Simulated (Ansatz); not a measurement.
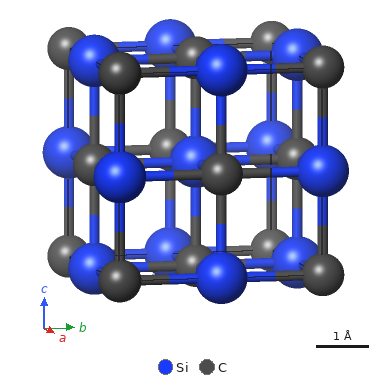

This ball-and-stick model is shown slightly off an axis. Thin lines show the conventional unit cell, with boundary atoms drawn in all their periodic places. Cell: a = 4.06 Å, b = 4.06 Å, c = 4.06 Å, α = 90.00°, β = 90.00°, γ = 90.00°.

The model was built from a structure type filled with these elements by a generator (whether the compound takes this form wasn't checked). Earlier steps of the study may have refined or changed the cell and positions. It was the input of a calculation with Ansatz.

Question: Explain the picture.

Answer: Its composition is SiC. Space group: Fm-3m (No. 225). Lattice: face-centred cubic. The arrangement is known as rock salt (NaCl type). One cell contains 4 Si, 4 C, 8 atoms in all. About every Si there are six C in an octahedral arrangement at about 2.0 Å. Around each C lie six Si in an octahedral arrangement at about 2.0 Å. The bonds build a three-dimensional framework.

Method used: DFT PBE, scalar-relativistic, plane waves, PAW (Ansatz 0.2.0). It ran with a basis cut at 420 eV, k-points about 0.11 Å⁻¹ apart, Gaussian smearing of 0.1 eV, no spin polarisation.

Question: Does it come out as a metal, or with a gap?

Answer: A metal: bands cross the Fermi level.

Question: Predict the Bader charges.

Answer: Si +2.74 e; C -2.74 e.

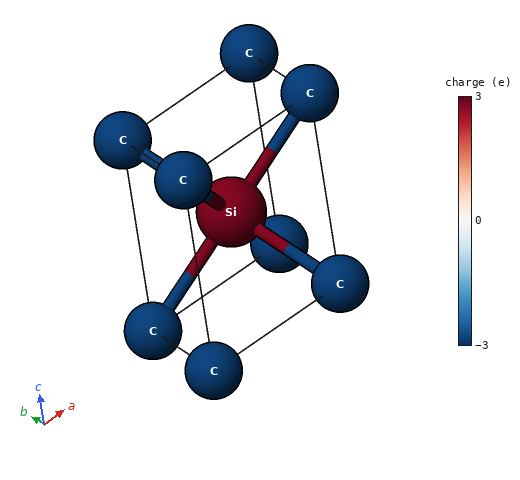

The atoms coloured by those charges. The run's cell of 2 atoms is drawn, so axes and origin can differ from the first picture.

Question: Are forces and stress small enough to call this relaxed?

Answer: Yes. All forces vanish to within 0.01 eV/Å. The pressure is 0.0 GPa, close to zero.
